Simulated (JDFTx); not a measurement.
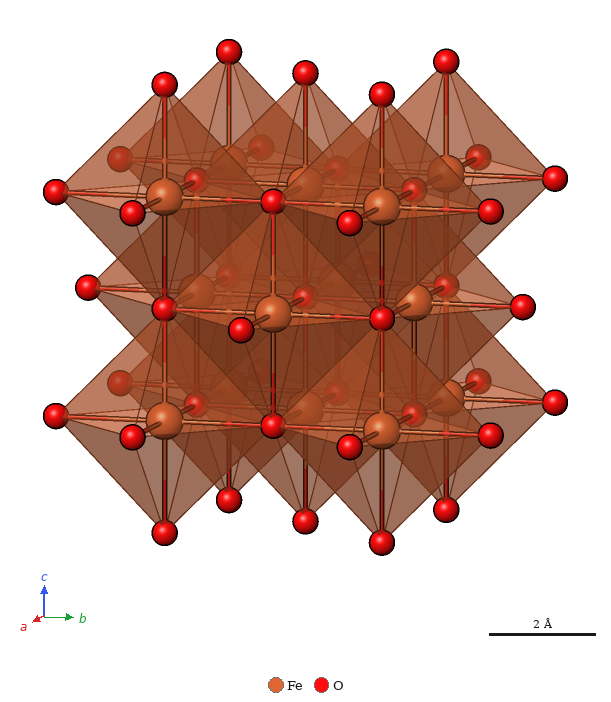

The input geometry (polyhedral view of the cell 4 times as large as that of the calculation, set on its symmetry axes, seen slightly off an axis; polyhedra are completed across the faces of the cell).

## Band-structure run, with input and output: FeO

The run: band-structure run of FeO (Fm-3m, 2 atoms in the cell). Method and program: Kohn-Sham DFT of a periodic cell, PBEsol, PseudoDojo-SR-PBEsol-0.4.1-standard, spin-polarised (JDFTx 1.7.0 (patched build)).

The structure derives from an entry of the Crystallography Open Database.

The program's output:
```
*************** JDFTx 1.7.0 (patched build) ***************

Input parsed successfully to the following command list (including defaults):
[... the input with its defaults ...]

---------- Initializing the Grid ----------
R =
[            0      4.07312      4.07312  ]
[      4.07312            0      4.07312  ]
[      4.07312      4.07312            0  ]
unit cell volume = 135.148
G =
[    -0.7713     0.7713     0.7713  ]
[     0.7713    -0.7713     0.7713  ]
[     0.7713     0.7713    -0.7713  ]
Minimum fftbox size, Smin = [  52  52  52  ]
Chosen fftbox size, S = [  54  54  54  ]

---------- Initializing tighter grid for wavefunction operations ----------
R =
[            0      4.07312      4.07312  ]
[      4.07312            0      4.07312  ]
[      4.07312      4.07312            0  ]
unit cell volume = 135.148
G =
[    -0.7713     0.7713     0.7713  ]
[     0.7713    -0.7713     0.7713  ]
[     0.7713     0.7713    -0.7713  ]
Minimum fftbox size, Smin = [  36  36  36  ]
Chosen fftbox size, S = [  36  36  36  ]

---------- Exchange Correlation functional ----------
Initalized PBEsol GGA exchange.
Initalized PBEsol GGA correlation.

---------- Setting up pseudopotentials ----------
Width of ionic core gaussian charges (only for fluid interactions / plotting) set to 0

Reading pseudopotential file 'pseudo/Fe.upf':
  'Fe' pseudopotential, 'PBESOL' functional
  Generated using ONCVPSP code by D. R. Hamann
  16 valence electrons, 4 orbitals, 6 projectors, 1001 radial grid points, with lMax = 2
    3S    l: 0   occupation:  2.0   eigenvalue: -3.445850
    3P    l: 1   occupation:  6.0   eigenvalue: -2.202177
    3D    l: 2   occupation:  6.0   eigenvalue: -0.276701
    4S    l: 0   occupation:  2.0   eigenvalue: -0.195171
  Core radius for overlap checks: 1.56 bohrs.

Reading pseudopotential file 'pseudo/O.upf':
  'O' pseudopotential, 'PBESOL' functional
  Generated using ONCVPSP code by D. R. Hamann
  6 valence electrons, 2 orbitals, 5 projectors, 936 radial grid points, with lMax = 2
    2S    l: 0   occupation:  2.0   eigenvalue: -0.874950
    2P    l: 1   occupation:  4.0   eigenvalue: -0.329796
  Core radius for overlap checks: 1.39 bohrs.

Initialized 2 species with 2 total atoms.

Folded 50 k-points by 1x1x1 to 50 k-points.

---------- Setting up k-points, bands, fillings ----------
No reducable k-points.
Computing the number of bands and number of electrons
Calculating initial fillings.
nElectrons:  22.000000   nBands: 19   nStates: 100

----- Setting up reduced wavefunction bases (one per k-point) -----
average nbasis = 1948.040 , ideal nbasis = 1948.601

---------- Setting up ewald sum ----------
Optimum gaussian width for ewald sums = 1.849939 bohr.
Real space sum over 1331 unit cells with max indices [  5  5  5  ]
Reciprocal space sum over 2197 terms with max indices [  6  6  6  ]

---------- Allocating electronic variables ----------
Reading n_up from file 'run.n_up' ... done
Reading n_dn from file 'run.n_dn' ... done
Initializing wave functions:  linear combination of atomic orbitals
Note: number of bands (19) exceeds available atomic orbitals (14)

----------- Band structure minimization -------------
Minimization will be done independently for each quantum number.

---- Minimization of quantum number:     0  [ +0.0000000 +0.0000000 +0.0000000 ]  0.020000000  spin +1 ----
BandDavidson: Iter:   0  Eband: +0.054991474356347
BandDavidson: Iter:   1  Eband: +0.043590806358243  dEband: -1.140067e-02
BandDavidson: Iter:   2  Eband: +0.040063652236156  dEband: -3.527154e-03
BandDavidson: Iter:   3  Eband: +0.038691900782261  dEband: -1.371751e-03
[... 1122 lines of inner loops ...]
BandDavidson: Iter:   5  Eband: +0.062935970177477  dEband: -3.031252e-06
BandDavidson: Iter:   6  Eband: +0.062935360213308  dEband: -6.099642e-07
BandDavidson: Converged (dEband<1.000000e-06)
	FillingsUpdate:  mu: +0.527867429  nElectrons: 22.000000  magneticMoment: [ Abs: 4.01506  Tot: +4.00131 ]
WARNING: these k-points are no uniform mesh, so that mu and the fillings of partly filled bands are only those of these points: take mu from the calculation that made the density or potential.

Dumping 'bands.eigStats' ...
	eMin: -2.757154 at state 20 ( [ +0.000000 +0.000000 +0.000000 ] spin 1 )
	HOMO: +0.529842 at state 79 ( [ -0.425000 +0.350000 -0.425000 ] spin -1 )
	mu  : +0.527867
	LUMO: +0.531376 at state 20 ( [ +0.000000 +0.000000 +0.000000 ] spin 1 )
	eMax: +1.517603 at state 98 ( [ -0.458333 +0.083333 -0.458333 ] spin -1 )
	HOMO-LUMO gap: +0.001534
	Optical gap  : +0.007001 at state 66 ( [ +0.187500 +0.187500 +0.375000 ] spin -1 )
Done!
```

This output came from the following input.

The input:
```
lattice Face-Centered Cubic 8.1462313780
coords-type Lattice
ion Fe     0.0000000000     0.0000000000     0.0000000000 1
ion O      0.5000000000     0.5000000000     0.5000000000 1

ion-species pseudo/Fe.upf
ion-species pseudo/O.upf
elec-cutoff 45 360
elec-ex-corr gga-PBEsol
elec-smearing Fermi 0.0018374661
elec-n-bands 19
spintype z-spin
initial-magnetic-moments Fe 3
elec-initial-magnetization 4.00131 yes
electronic-minimize nIterations 30 energyDiffThreshold 1e-06
davidson-band-ratio 1.3
forces-output-coords Cartesian
include path.kpoints
symmetries none
fix-electron-density run.$VAR

dump-name bands.$VAR
dump End Ecomponents EigStats BandEigs Kpoints Forces
```

File path.kpoints:
```
kpoint +0.0000000000 +0.0000000000 +0.0000000000 0.020000000000
kpoint +0.0714285714 +0.0000000000 +0.0714285714 0.020000000000
kpoint +0.1428571429 +0.0000000000 +0.1428571429 0.020000000000
kpoint +0.2142857143 +0.0000000000 +0.2142857143 0.020000000000
kpoint +0.2857142857 +0.0000000000 +0.2857142857 0.020000000000
kpoint +0.3571428571 +0.0000000000 +0.3571428571 0.020000000000
kpoint +0.4285714286 +0.0000000000 +0.4285714286 0.020000000000
kpoint +0.5000000000 +0.0000000000 +0.5000000000 0.020000000000
kpoint +0.5000000000 +0.0833333333 +0.5833333333 0.020000000000
kpoint +0.5000000000 +0.1666666667 +0.6666666667 0.020000000000
kpoint +0.5000000000 +0.2500000000 +0.7500000000 0.020000000000
kpoint +0.4375000000 +0.3125000000 +0.7500000000 0.020000000000
kpoint +0.3750000000 +0.3750000000 +0.7500000000 0.020000000000
kpoint +0.3281250000 +0.3281250000 +0.6562500000 0.020000000000
kpoint +0.2812500000 +0.2812500000 +0.5625000000 0.020000000000
kpoint +0.2343750000 +0.2343750000 +0.4687500000 0.020000000000
kpoint +0.1875000000 +0.1875000000 +0.3750000000 0.020000000000
kpoint +0.1406250000 +0.1406250000 +0.2812500000 0.020000000000
kpoint +0.0937500000 +0.0937500000 +0.1875000000 0.020000000000
kpoint +0.0468750000 +0.0468750000 +0.0937500000 0.020000000000
kpoint +0.0000000000 +0.0000000000 +0.0000000000 0.020000000000
kpoint +0.0833333333 +0.0833333333 +0.0833333333 0.020000000000
kpoint +0.1666666667 +0.1666666667 +0.1666666667 0.020000000000
kpoint +0.2500000000 +0.2500000000 +0.2500000000 0.020000000000
kpoint +0.3333333333 +0.3333333333 +0.3333333333 0.020000000000
kpoint +0.4166666667 +0.4166666667 +0.4166666667 0.020000000000
kpoint +0.5000000000 +0.5000000000 +0.5000000000 0.020000000000
kpoint +0.5250000000 +0.4500000000 +0.5250000000 0.020000000000
kpoint +0.5500000000 +0.4000000000 +0.5500000000 0.020000000000
kpoint +0.5750000000 +0.3500000000 +0.5750000000 0.020000000000
kpoint +0.6000000000 +0.3000000000 +0.6000000000 0.020000000000
kpoint +0.6250000000 +0.2500000000 +0.6250000000 0.020000000000
kpoint +0.5625000000 +0.2500000000 +0.6875000000 0.020000000000
kpoint +0.5000000000 +0.2500000000 +0.7500000000 0.020000000000
kpoint +0.5000000000 +0.2916666667 +0.7083333333 0.020000000000
kpoint +0.5000000000 +0.3333333333 +0.6666666667 0.020000000000
kpoint +0.5000000000 +0.3750000000 +0.6250000000 0.020000000000
kpoint +0.5000000000 +0.4166666667 +0.5833333333 0.020000000000
kpoint +0.5000000000 +0.4583333333 +0.5416666667 0.020000000000
kpoint +0.5000000000 +0.5000000000 +0.5000000000 0.020000000000
kpoint +0.4791666667 +0.4791666667 +0.5416666667 0.020000000000
kpoint +0.4583333333 +0.4583333333 +0.5833333333 0.020000000000
kpoint +0.4375000000 +0.4375000000 +0.6250000000 0.020000000000
kpoint +0.4166666667 +0.4166666667 +0.6666666667 0.020000000000
kpoint +0.3958333333 +0.3958333333 +0.7083333333 0.020000000000
kpoint +0.3750000000 +0.3750000000 +0.7500000000 0.020000000000
kpoint +0.6250000000 +0.2500000000 +0.6250000000 0.020000000000
kpoint +0.5833333333 +0.1666666667 +0.5833333333 0.020000000000
kpoint +0.5416666667 +0.0833333333 +0.5416666667 0.020000000000
kpoint +0.5000000000 +0.0000000000 +0.5000000000 0.020000000000
```

Command:
```bash
jdftx -c 1 -i bands.in -o bands.out
```

Key numbers:

| quantity | value |
| --- | --- |
| outcome | converged |
| space group (tolerance 0.01 Å) | Fm-3m (225) |
| electrons treated | 22 |
| Fermi energy | 14.555 eV |
| gap on the band path | 0.00 eV |
| hardware | 1 thread of Intel Xeon (Sapphire Rapids), 64 GiB of memory available, shared host |
| wall time | 26 s |
| peak memory | 0.13 GiB |
